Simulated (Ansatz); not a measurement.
H$_{13}$O$_{6}$F: molecular dynamics (part 1 of 3)

H$_{13}$O$_{6}$F (disordered cell, 20 atoms in the cell), computed with DFT r2SCAN, scalar-relativistic, plane waves, PAW, no spin polarisation (Ansatz 0.2.0).

It belongs to a series of runs on one base structure; here: dynamics from the last frame of the run before.

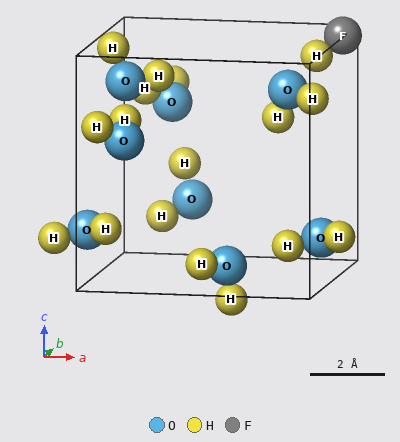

The structure as given in the input (spheres-only view of the cell of the calculation, seen slightly off an axis).

## Input
```yaml
crystal:
  lattice:
    - [6.528084, 0.0, 0.0]
    - [0.0, 6.528084, 0.0]
    - [0.0, 0.0, 6.528084]
  atoms:
    - { symbol: O, position: [0.20309382, 0.01553132, 0.64458841] }
    - { symbol: H, position: [0.17909898, 0.15154744, 0.70758184] }
    - { symbol: H, position: [0.10706281, -0.07827255, 0.71357463] }
    - { symbol: O, position: [0.13356905, 0.37801626, 0.83481769] }
    - { symbol: H, position: [0.08211357, 0.37402201, 0.97574549] }
    - { symbol: H, position: [0.2584544, 0.45732742, 0.849123] }
    - { symbol: O, position: [0.78430792, 0.59473833, 0.78513739] }
    - { symbol: H, position: [0.73104113, 0.64931759, 0.65775475] }
    - { symbol: H, position: [0.90711902, 0.510192, 0.76476629] }
    - { symbol: O, position: [-0.01157243, 0.29226487, 0.21246323] }
    - { symbol: H, position: [-0.14040667, 0.2284993, 0.18383244] }
    - { symbol: H, position: [0.08807569, 0.18307896, 0.23759475] }
    - { symbol: O, position: [0.5976237, 0.2336395, 1.08984726] }
    - { symbol: H, position: [0.61435843, 0.24485867, 0.94510591] }
    - { symbol: H, position: [0.51449968, 0.11082245, 1.11423043] }
    - { symbol: O, position: [0.30447993, 0.93906158, 0.24545575] }
    - { symbol: H, position: [0.190637, 0.86633604, 0.18313614] }
    - { symbol: H, position: [0.26646357, 0.96391478, 0.39426005] }
    - { symbol: F, position: [0.97029084, 0.83235483, -0.01732085] }
    - { symbol: H, position: [0.87641234, 0.74527076, -0.09283813] }
basis:
  ecutwfc: 500.0
kpoints:
  mp_grid: { grid: [1, 1, 1] }
hamiltonian:
  xc: r2scan
scf:
  occupations: { method: fermi_dirac, width: 0.02 }
  lower_state_search: "off"
md:
  timestep: 0.5
  n_steps: 70
  ensemble: nve
  temperature: 250.0
  initial_velocities: maxwell_boltzmann
  seed: 76759
```

Launched with:
```bash
ansatz run input.yaml --threads 1 --pin off --max-ram 3072MiB --backend cpu --events-out ev --progress --plain --runs-dir out
```

## Log
```
Warning: md: disabling space-group detection — thermal motion breaks the input geometry's symmetry, so no spatial operation reduces the k-mesh or symmetrises the density; time reversal is kept, so that k and −k are solved as one point where they differ and the mesh holds both, and exact exchange and, on two spinor components, a DFT+U term hold to it where the run has them: on two components no moment then forms, and a state that bears one, which a typed moment (crystal.atoms[].spin; refused beside efield: under a hybrid functional) reaches, can lie lower, under hf by electronvolts; crystal.symmetry.detect: false (a key that needs symmetry detection or time reversal refuses this as the deck is read) with time_reversal: false beside it drops time reversal too
Engine: ansatz 0.2.0, x86_64-unknown-linux-gnu
Pseudopotentials: kind: paw
Pseudopotential: O, paw, valence charge 6, recommended cutoff 500 eV (meta_gga), O.paw.azcp
Pseudopotential: H, paw, valence charge 1, recommended cutoff 500 eV (meta_gga), H.paw.azcp
Pseudopotential: F, paw, valence charge 7, recommended cutoff 500 eV (meta_gga), F.paw.azcp
Functional definition: r2SCAN
  parameter k0 = 0.174
  parameter k1 = 0.065
  parameter a1 = 4.9479
  exchange = r2scan_x(k0 = k0, k1 = k1, a1 = a1)
  correlation = r2scan_c
Crystal: 20 atoms, lattice volume = 278.200 Å³
Basis set: ecut = 500 eV, 7075 PW (Γ), exchange–correlation on 192×192×192 points (64 copies of the dense FFT grid, shifted against one another)
Bands: 48, of which v1, the nominal top of the filled ones, is band 28 counted from 1 (27 counted from 0)
Symmetry: 1 space group operations
k-points: 1
Non-local potential: O, projectors of the file, l = 0: 2, l = 1: 2, l = 2: 1
Non-local potential: H, projectors of the file, l = 0: 2, l = 1: 1
Non-local potential: F, projectors of the file, l = 0: 2, l = 1: 2, l = 2: 1
PAW form: soft (Blöchl's): semilocal exchange-correlation on the pseudo side does not see the compensation charge
PAW frozen core: O, regenerated for the run's functional (the file was generated under x = pbe(κ = 0.804, μ = 0.2195149727645171), c = pbe(β = 0.06672455060314922))
PAW frozen core: F, regenerated for the run's functional (the file was generated under x = pbe(κ = 0.804, μ = 0.2195149727645171), c = pbe(β = 0.06672455060314922))
PAW one-centre angular grid: O, 302 points (default); XC on 160 Gauss nodes
PAW one-centre angular grid: H, 302 points (default); XC on 160 Gauss nodes
PAW one-centre angular grid: F, 302 points (default); XC on 160 Gauss nodes
Initial density: superposition of atomic densities (neutral atoms: chi_scale 0, normalization atom), corrected by the library's trained network
Initial wavefunctions: pseudopotential atomic-orbital guess
Functional: x = r2scan, c = r2scan; τ floored in thin density (d = 2e-4 eV/Å³)
SCF iter   1: F=-4430.417428 eV  HF=-4430.813987 eV  |F-HF|=3.97e-1  |Δ(HF+E_count)|=         —  Δρ=6.13e-3  dr2=1.34e-1  dr2_τ=9.75e-1  ethr=1.77e-3  ⟨swp⟩=7.0  Hψ=249  notcnv=0  defer=3
preconditioner: auto → Resta (q_TF=auto, 2.089 Å⁻¹)  ε∞=1.8  [insulator: Δε(μ)=5.490 eV  Ē_g=17.995 eV  σ=0.020 eV  W_gap=1.00  n_scr=32 (ndim 8)  ℏωp=16.4 eV  f_vac=0.429  D(μ)=0.00/eV (n_scr^D=0)  ε∞_Penn≈1.8]
SCF iter   2: F=-4430.468416 eV  HF=-4430.461378 eV  |F-HF|=7.04e-3  |Δ(HF+E_count)|=   3.53e-1  Δρ=3.50e-3  dr2=2.09e-2  dr2_τ=3.48e-3  ethr=2.40e-4  ⟨swp⟩=3.0  Hψ=102  notcnv=0  defer=13
SCF iter   3: F=-4430.470303 eV  HF=-4430.466227 eV  |F-HF|=4.08e-3  |Δ(HF+E_count)|=   4.85e-3  Δρ=1.28e-3  dr2=5.51e-3  dr2_τ=3.01e-4  ethr=3.74e-5  ⟨swp⟩=3.0  Hψ=73  notcnv=0
automatic band count: iteration 3 solves 35 bands in place of 48: the levels show a gap, and the empty bands left out lie too high to hold charge; the band table lists the bands solved (type scf.n_extra_bands for more)
SCF iter   4: F=-4430.471271 eV  HF=-4430.470785 eV  |F-HF|=4.86e-4  |Δ(HF+E_count)|=   4.56e-3  Δρ=3.63e-4  dr2=2.82e-4  dr2_τ=3.21e-5  ethr=9.85e-6  ⟨swp⟩=3.0  Hψ=79  notcnv=0
SCF iter   5: F=-4430.471335 eV  HF=-4430.471235 eV  |F-HF|=1.01e-4  |Δ(HF+E_count)|=   4.50e-4  Δρ=2.01e-4  dr2=9.00e-5  dr2_τ=8.46e-6  ethr=5.04e-7  ⟨swp⟩=3.0  Hψ=75  notcnv=0
SCF iter   6: F=-4430.471377 eV  HF=-4430.471355 eV  |F-HF|=2.24e-5  |Δ(HF+E_count)|=   1.21e-4  Δρ=3.99e-5  dr2=4.59e-6  dr2_τ=4.49e-7  ethr=1.61e-7  ⟨swp⟩=2.0  Hψ=74  notcnv=0
SCF iter   7: F=-4430.471391 eV  HF=-4430.471389 eV  |F-HF|=1.84e-6  |Δ(HF+E_count)|=   3.39e-5  Δρ=1.52e-5  dr2=5.31e-7  dr2_τ=4.67e-8  ethr=8.20e-9  ⟨swp⟩=2.0  Hψ=62  notcnv=0
SCF iter   8: F=-4430.471391 eV  HF=-4430.471391 eV  |F-HF|=1.44e-7  |Δ(HF+E_count)|=   1.91e-6  Δρ=7.87e-6  dr2=1.19e-7  dr2_τ=1.62e-8  ethr=9.47e-10  ⟨swp⟩=2.0  Hψ=63  notcnv=0
SCF iter   9: F=-4430.471391 eV  HF=-4430.471391 eV  |F-HF|=3.02e-8  |Δ(HF+E_count)|=   1.74e-7  Δρ=1.15e-6  dr2=3.68e-9  dr2_τ=2.78e-10  ethr=3.57e-11  ⟨swp⟩=3.0  Hψ=153  notcnv=0
SCF 1 converged in 9 iterations: F = -4430.471391 eV  dr2 = 3.68e-9
  greatest PAW one-centre occupation: 0.933 electrons in one spin orbital (limit 2), on the F atom at site 18 (counted from 0), in its partial waves of l = 0
md step     0: t =     0.00 fs  T =   250.0 K  F+E_penalty+E_count = -4430.47139117 eV  E_kin = 0.613985 eV  conserved = -4429.85740617 eV  (9 SCF iters)
Initial density: handed on by an earlier stage of this run
Initial wavefunctions: those handed on with the density
iter 1 solved again at ethr=1.10e-5 eV; its pass at ethr=3.10e-3 eV (dr2=6.14e-3 eV) is discarded
SCF iter   1: F=-4430.489144 eV  HF=-4430.489149 eV  |F-HF|=4.99e-6  |Δ(HF+E_count)|=         —  Δρ=2.25e-3  dr2=6.33e-3  dr2_τ=4.26e-3  ethr=1.10e-5  ⟨swp⟩=2.0  Hψ=208  notcnv=0
automatic band count: iteration 1 solves 32 bands in place of 48: the levels show a gap, and the empty bands left out lie too high to hold charge; the band table lists the bands solved (type scf.n_extra_bands for more)
preconditioner: auto → Resta (q_TF=auto, 2.089 Å⁻¹)  ε∞=2.2  [insulator: Δε(μ)=5.420 eV  Ē_g=14.917 eV  σ=0.020 eV  W_gap=1.00  n_scr=32 (ndim 8)  ℏωp=16.4 eV  f_vac=0.443  D(μ)=0.00/eV (n_scr^D=0)  ε∞_Penn≈2.2  vacuum switching on, ρ_ref=1.6e-2 e/Å³]
SCF iter   2: F=-4430.491371 eV  HF=-4430.491084 eV  |F-HF|=2.86e-4  |Δ(HF+E_count)|=   1.94e-3  Δρ=1.02e-3  dr2=9.01e-4  dr2_τ=2.23e-4  ethr=1.10e-5  ⟨swp⟩=3.0  Hψ=66  notcnv=0
SCF iter   3: F=-4430.491506 eV  HF=-4430.491414 eV  |F-HF|=9.15e-5  |Δ(HF+E_count)|=   3.30e-4  Δρ=4.12e-4  dr2=1.52e-4  dr2_τ=2.82e-5  ethr=1.61e-6  ⟨swp⟩=2.0  Hψ=64  notcnv=0
SCF iter   4: F=-4430.491536 eV  HF=-4430.491530 eV  |F-HF|=5.73e-6  |Δ(HF+E_count)|=   1.16e-4  Δρ=5.57e-5  dr2=5.32e-6  dr2_τ=6.86e-7  ethr=2.72e-7  ⟨swp⟩=2.0  Hψ=63  notcnv=0
SCF iter   5: F=-4430.491545 eV  HF=-4430.491546 eV  |F-HF|=5.24e-7  |Δ(HF+E_count)|=   1.56e-5  Δρ=2.72e-5  dr2=1.35e-6  dr2_τ=2.34e-7  ethr=9.50e-9  ⟨swp⟩=2.0  Hψ=59  notcnv=0
SCF iter   6: F=-4430.491546 eV  HF=-4430.491546 eV  |F-HF|=7.63e-8  |Δ(HF+E_count)|=   3.68e-8  Δρ=6.40e-6  dr2=6.45e-8  dr2_τ=6.26e-9  ethr=2.41e-9  ⟨swp⟩=2.0  Hψ=59  notcnv=0
SCF iter   7: F=-4430.491546 eV  HF=-4430.491546 eV  |F-HF|=1.52e-9  |Δ(HF+E_count)|=   9.52e-8  Δρ=2.08e-6  dr2=8.33e-9  dr2_τ=1.27e-9  ethr=3.57e-11  ⟨swp⟩=5.0  Hψ=139  notcnv=0
SCF 2 converged in 7 iterations: F = -4430.491546 eV  dr2 = 8.33e-9
md step     1: t =     0.50 fs  T =   258.0 K  F+E_penalty+E_count = -4430.49154580 eV  E_kin = 0.633659 eV  conserved = -4429.85788723 eV  (7 SCF iters)
[... from here on the SCF iterations and repeated set-up lines of each step are left out, up to the last step ...]
md step     2: t =     1.00 fs  T =   256.8 K  F+E_penalty+E_count = -4430.48861392 eV  E_kin = 0.630752 eV  conserved = -4429.85786186 eV  (7 SCF iters)
md step     3: t =     1.50 fs  T =   247.1 K  F+E_penalty+E_count = -4430.46392499 eV  E_kin = 0.606779 eV  conserved = -4429.85714645 eV  (7 SCF iters)
md step     4: t =     2.00 fs  T =   233.6 K  F+E_penalty+E_count = -4430.42950472 eV  E_kin = 0.573610 eV  conserved = -4429.85589505 eV  (7 SCF iters)
md step     5: t =     2.50 fs  T =   224.0 K  F+E_penalty+E_count = -4430.40503842 eV  E_kin = 0.550250 eV  conserved = -4429.85478822 eV  (5 SCF iters)
md step     6: t =     3.00 fs  T =   225.0 K  F+E_penalty+E_count = -4430.40731333 eV  E_kin = 0.552632 eV  conserved = -4429.85468126 eV  (4 SCF iters)
md step     7: t =     3.50 fs  T =   237.0 K  F+E_penalty+E_count = -4430.43776175 eV  E_kin = 0.581957 eV  conserved = -4429.85580476 eV  (4 SCF iters)
md step     8: t =     4.00 fs  T =   253.2 K  F+E_penalty+E_count = -4430.47938006 eV  E_kin = 0.621957 eV  conserved = -4429.85742273 eV  (3 SCF iters)
md step     9: t =     4.50 fs  T =   264.3 K  F+E_penalty+E_count = -4430.50758641 eV  E_kin = 0.649133 eV  conserved = -4429.85845369 eV  (4 SCF iters)
md step    10: t =     5.00 fs  T =   263.8 K  F+E_penalty+E_count = -4430.50623167 eV  E_kin = 0.647888 eV  conserved = -4429.85834362 eV  (7 SCF iters)
md step    11: t =     5.50 fs  T =   252.0 K  F+E_penalty+E_count = -4430.47618166 eV  E_kin = 0.618850 eV  conserved = -4429.85733166 eV  (4 SCF iters)
md step    12: t =     6.00 fs  T =   234.6 K  F+E_penalty+E_count = -4430.43218478 eV  E_kin = 0.576089 eV  conserved = -4429.85609617 eV  (4 SCF iters)
md step    13: t =     6.50 fs  T =   218.9 K  F+E_penalty+E_count = -4430.39285121 eV  E_kin = 0.537600 eV  conserved = -4429.85525079 eV  (3 SCF iters)
md step    14: t =     7.00 fs  T =   210.2 K  F+E_penalty+E_count = -4430.37125028 eV  E_kin = 0.516213 eV  conserved = -4429.85503706 eV  (3 SCF iters)
md step    15: t =     7.50 fs  T =   209.9 K  F+E_penalty+E_count = -4430.37090935 eV  E_kin = 0.515577 eV  conserved = -4429.85533220 eV  (3 SCF iters)
md step    16: t =     8.00 fs  T =   216.4 K  F+E_penalty+E_count = -4430.38734849 eV  E_kin = 0.531478 eV  conserved = -4429.85587006 eV  (3 SCF iters)
md step    17: t =     8.50 fs  T =   226.2 K  F+E_penalty+E_count = -4430.41200669 eV  E_kin = 0.555551 eV  conserved = -4429.85645554 eV  (3 SCF iters)
md step    18: t =     9.00 fs  T =   235.5 K  F+E_penalty+E_count = -4430.43541156 eV  E_kin = 0.578400 eV  conserved = -4429.85701180 eV  (3 SCF iters)
md step    19: t =     9.50 fs  T =   240.7 K  F+E_penalty+E_count = -4430.44873439 eV  E_kin = 0.591254 eV  conserved = -4429.85748021 eV  (3 SCF iters)
md step    20: t =    10.00 fs  T =   239.1 K  F+E_penalty+E_count = -4430.44501049 eV  E_kin = 0.587301 eV  conserved = -4429.85770923 eV  (7 SCF iters)
md step    21: t =    10.50 fs  T =   229.7 K  F+E_penalty+E_count = -4430.42158766 eV  E_kin = 0.564121 eV  conserved = -4429.85746691 eV  (4 SCF iters)
md step    22: t =    11.00 fs  T =   214.5 K  F+E_penalty+E_count = -4430.38337310 eV  E_kin = 0.526706 eV  conserved = -4429.85666682 eV  (4 SCF iters)
md step    23: t =    11.50 fs  T =   198.7 K  F+E_penalty+E_count = -4430.34355039 eV  E_kin = 0.487915 eV  conserved = -4429.85563500 eV  (3 SCF iters)
md step    24: t =    12.00 fs  T =   188.6 K  F+E_penalty+E_count = -4430.31826323 eV  E_kin = 0.463227 eV  conserved = -4429.85503583 eV  (4 SCF iters)
md step    25: t =    12.50 fs  T =   187.8 K  F+E_penalty+E_count = -4430.31669597 eV  E_kin = 0.461334 eV  conserved = -4429.85536246 eV  (4 SCF iters)
md step    26: t =    13.00 fs  T =   194.4 K  F+E_penalty+E_count = -4430.33396169 eV  E_kin = 0.477520 eV  conserved = -4429.85644215 eV  (3 SCF iters)
md step    27: t =    13.50 fs  T =   202.1 K  F+E_penalty+E_count = -4430.35379179 eV  E_kin = 0.496284 eV  conserved = -4429.85750774 eV  (3 SCF iters)
md step    28: t =    14.00 fs  T =   204.4 K  F+E_penalty+E_count = -4430.35985027 eV  E_kin = 0.502010 eV  conserved = -4429.85783993 eV  (3 SCF iters)
md step    29: t =    14.50 fs  T =   199.1 K  F+E_penalty+E_count = -4430.34640889 eV  E_kin = 0.489061 eV  conserved = -4429.85734759 eV  (3 SCF iters)
md step    30: t =    15.00 fs  T =   188.7 K  F+E_penalty+E_count = -4430.32000990 eV  E_kin = 0.463489 eV  conserved = -4429.85652094 eV  (7 SCF iters)
md step    31: t =    15.50 fs  T =   177.8 K  F+E_penalty+E_count = -4430.29253351 eV  E_kin = 0.436619 eV  conserved = -4429.85591478 eV  (4 SCF iters)
md step    32: t =    16.00 fs  T =   169.9 K  F+E_penalty+E_count = -4430.27301566 eV  E_kin = 0.417287 eV  conserved = -4429.85572853 eV  (4 SCF iters)
md step    33: t =    16.50 fs  T =   166.4 K  F+E_penalty+E_count = -4430.26441463 eV  E_kin = 0.408601 eV  conserved = -4429.85581348 eV  (3 SCF iters)
md step    34: t =    17.00 fs  T =   166.7 K  F+E_penalty+E_count = -4430.26547725 eV  E_kin = 0.409522 eV  conserved = -4429.85595557 eV  (3 SCF iters)
md step    35: t =    17.50 fs  T =   170.1 K  F+E_penalty+E_count = -4430.27381702 eV  E_kin = 0.417729 eV  conserved = -4429.85608784 eV  (3 SCF iters)
md step    36: t =    18.00 fs  T =   175.4 K  F+E_penalty+E_count = -4430.28708223 eV  E_kin = 0.430803 eV  conserved = -4429.85627954 eV  (3 SCF iters)
md step    37: t =    18.50 fs  T =   181.4 K  F+E_penalty+E_count = -4430.30215698 eV  E_kin = 0.445568 eV  conserved = -4429.85658889 eV  (3 SCF iters)
md step    38: t =    19.00 fs  T =   186.3 K  F+E_penalty+E_count = -4430.31447473 eV  E_kin = 0.457548 eV  conserved = -4429.85692683 eV  (3 SCF iters)
md step    39: t =    19.50 fs  T =   188.3 K  F+E_penalty+E_count = -4430.31944250 eV  E_kin = 0.462380 eV  conserved = -4429.85706251 eV  (4 SCF iters)
md step    40: t =    20.00 fs  T =   186.9 K  F+E_penalty+E_count = -4430.31575900 eV  E_kin = 0.458933 eV  conserved = -4429.85682620 eV  (7 SCF iters)
md step    41: t =    20.50 fs  T =   183.8 K  F+E_penalty+E_count = -4430.30764303 eV  E_kin = 0.451301 eV  conserved = -4429.85634231 eV  (4 SCF iters)
md step    42: t =    21.00 fs  T =   181.9 K  F+E_penalty+E_count = -4430.30277810 eV  E_kin = 0.446778 eV  conserved = -4429.85600054 eV  (4 SCF iters)
md step    43: t =    21.50 fs  T =   183.4 K  F+E_penalty+E_count = -4430.30652145 eV  E_kin = 0.450390 eV  conserved = -4429.85613106 eV  (3 SCF iters)
md step    44: t =    22.00 fs  T =   187.5 K  F+E_penalty+E_count = -4430.31709646 eV  E_kin = 0.460419 eV  conserved = -4429.85667733 eV  (3 SCF iters)
md step    45: t =    22.50 fs  T =   191.1 K  F+E_penalty+E_count = -4430.32653844 eV  E_kin = 0.469363 eV  conserved = -4429.85717554 eV  (4 SCF iters)
md step    46: t =    23.00 fs  T =   191.5 K  F+E_penalty+E_count = -4430.32746466 eV  E_kin = 0.470302 eV  conserved = -4429.85716308 eV  (4 SCF iters)
md step    47: t =    23.50 fs  T =   188.5 K  F+E_penalty+E_count = -4430.31970771 eV  E_kin = 0.463044 eV  conserved = -4429.85666413 eV  (3 SCF iters)
md step    48: t =    24.00 fs  T =   184.8 K  F+E_penalty+E_count = -4430.31006515 eV  E_kin = 0.453910 eV  conserved = -4429.85615511 eV  (3 SCF iters)
md step    49: t =    24.50 fs  T =   183.1 K  F+E_penalty+E_count = -4430.30560324 eV  E_kin = 0.449566 eV  conserved = -4429.85603757 eV  (3 SCF iters)
md step    50: t =    25.00 fs  T =   183.9 K  F+E_penalty+E_count = -4430.30786676 eV  E_kin = 0.451598 eV  conserved = -4429.85626829 eV  (7 SCF iters)
md step    51: t =    25.50 fs  T =   186.0 K  F+E_penalty+E_count = -4430.31330815 eV  E_kin = 0.456788 eV  conserved = -4429.85651997 eV  (4 SCF iters)
md step    52: t =    26.00 fs  T =   187.8 K  F+E_penalty+E_count = -4430.31790043 eV  E_kin = 0.461338 eV  conserved = -4429.85656201 eV  (4 SCF iters)
md step    53: t =    26.50 fs  T =   189.0 K  F+E_penalty+E_count = -4430.32059116 eV  E_kin = 0.464161 eV  conserved = -4429.85642991 eV  (3 SCF iters)
md step    54: t =    27.00 fs  T =   190.0 K  F+E_penalty+E_count = -4430.32298511 eV  E_kin = 0.466671 eV  conserved = -4429.85631394 eV  (3 SCF iters)
md step    55: t =    27.50 fs  T =   191.5 K  F+E_penalty+E_count = -4430.32670439 eV  E_kin = 0.470361 eV  conserved = -4429.85634355 eV  (3 SCF iters)
md step    56: t =    28.00 fs  T =   193.4 K  F+E_penalty+E_count = -4430.33153623 eV  E_kin = 0.475075 eV  conserved = -4429.85646113 eV  (4 SCF iters)
md step    57: t =    28.50 fs  T =   195.3 K  F+E_penalty+E_count = -4430.33619124 eV  E_kin = 0.479689 eV  conserved = -4429.85650185 eV  (3 SCF iters)
md step    58: t =    29.00 fs  T =   197.1 K  F+E_penalty+E_count = -4430.34050824 eV  E_kin = 0.484094 eV  conserved = -4429.85641473 eV  (3 SCF iters)
md step    59: t =    29.50 fs  T =   199.4 K  F+E_penalty+E_count = -4430.34603515 eV  E_kin = 0.489672 eV  conserved = -4429.85636303 eV  (3 SCF iters)
md step    60: t =    30.00 fs  T =   202.4 K  F+E_penalty+E_count = -4430.35368988 eV  E_kin = 0.497156 eV  conserved = -4429.85653347 eV  (7 SCF iters)
md step    61: t =    30.50 fs  T =   205.3 K  F+E_penalty+E_count = -4430.36117528 eV  E_kin = 0.504293 eV  conserved = -4429.85688214 eV  (4 SCF iters)
md step    62: t =    31.00 fs  T =   206.2 K  F+E_penalty+E_count = -4430.36363205 eV  E_kin = 0.506475 eV  conserved = -4429.85715690 eV  (4 SCF iters)
md step    63: t =    31.50 fs  T =   203.7 K  F+E_penalty+E_count = -4430.35730351 eV  E_kin = 0.500176 eV  conserved = -4429.85712716 eV  (3 SCF iters)
md step    64: t =    32.00 fs  T =   198.0 K  F+E_penalty+E_count = -4430.34293658 eV  E_kin = 0.486169 eV  conserved = -4429.85676728 eV  (4 SCF iters)
automatic band count: iteration 1 solves 32 bands in place of 48: the levels show a gap, and the empty bands left out lie too high to hold charge; the band table lists the bands solved (type scf.n_extra_bands for more)
preconditioner: auto → Resta (q_TF=auto, 2.089 Å⁻¹)  ε∞=2.2  [insulator: Δε(μ)=5.493 eV  Ē_g=14.927 eV  σ=0.020 eV  W_gap=1.00  n_scr=32 (ndim 8)  ℏωp=16.4 eV  f_vac=0.445  D(μ)=0.00/eV (n_scr^D=0)  ε∞_Penn≈2.2  vacuum switching on, ρ_ref=1.6e-2 e/
[...]
SCF iter   4: F=-4430.318305 eV  HF=-4430.318302 eV  |F-HF|=3.56e-6  |Δ(HF+E_count)|=   1.16e-4  Δρ=4.50e-5  dr2=3.44e-6  dr2_τ=5.23e-7  ethr=2.57e-7  ⟨swp⟩=2.0  Hψ=58  notcnv=0
SCF iter   5: F=-4430.318298 eV  HF=-4430.318298 eV  |F-HF|=9.53e-8  |Δ(HF+E_count)|=   3.31e-6  Δρ=2.03e-5  dr2=7.72e-7  dr2_τ=1.36e-7  ethr=6.14e-9  ⟨swp⟩=3.0  Hψ=87  notcnv=0
SCF iter   6: F=-4430.318299 eV  HF=-4430.318299 eV  |F-HF|=2.96e-8  |Δ(HF+E_count)|=   2.07e-7  Δρ=5.09e-6  dr2=4.27e-8  dr2_τ=4.74e-9  ethr=1.38e-9  ⟨swp⟩=2.0  Hψ=56  notcnv=0
SCF iter   7: F=-4430.318299 eV  HF=-4430.318299 eV  |F-HF|=2.68e-9  |Δ(HF+E_count)|=   4.79e-8  Δρ=1.86e-6  dr2=6.57e-9  dr2_τ=9.83e-10  ethr=3.57e-11  ⟨swp⟩=5.0  Hψ=139  notcnv=0
SCF 71 converged in 7 iterations: F = -4430.318299 eV  dr2 = 6.57e-9
md step    70: t =    35.00 fs  T =   188.0 K  F+E_penalty+E_count = -4430.31829875 eV  E_kin = 0.461746 eV  conserved = -4429.85655265 eV  (7 SCF iters)
iter 1 solved again at ethr=1.17e-11 eV; its pass at ethr=3.10e-3 eV (dr2=6.58e-9 eV) is discarded
SCF iter   1: F=-4430.318299 eV  HF=-4430.318299 eV  |F-HF|=2.67e-9  |Δ(HF+E_count)|=         —  Δρ=1.86e-6  dr2=6.56e-9  dr2_τ=9.83e-10  ethr=1.17e-11  ⟨swp⟩=7.0  Hψ=270  notcnv=0
preconditioner: auto → Resta (q_TF=auto, 2.089 Å⁻¹)  ε∞=1.8  [insulator: Δε(μ)=5.395 eV  Ē_g=17.904 eV  σ=0.020 eV  W_gap=1.00  n_scr=32 (ndim 8)  ℏωp=16.4 eV  f_vac=0.443  D(μ)=0.00/eV (n_scr^D=0)  ε∞_Penn≈1.8  vacuum switching on, ρ_ref=2.3e-2 e/Å³]
SCF iter   2: F=-4430.318299 eV  HF=-4430.318299 eV  |F-HF|=5.00e-10  |Δ(HF+E_count)|=  2.28e-10  Δρ=5.42e-7  dr2=6.25e-10  dr2_τ=2.22e-10  ethr=1.17e-11  ⟨swp⟩=4.0  Hψ=129  notcnv=0
SCF 72 converged in 2 iterations: F = -4430.318299 eV  dr2 = 6.25e-10
```
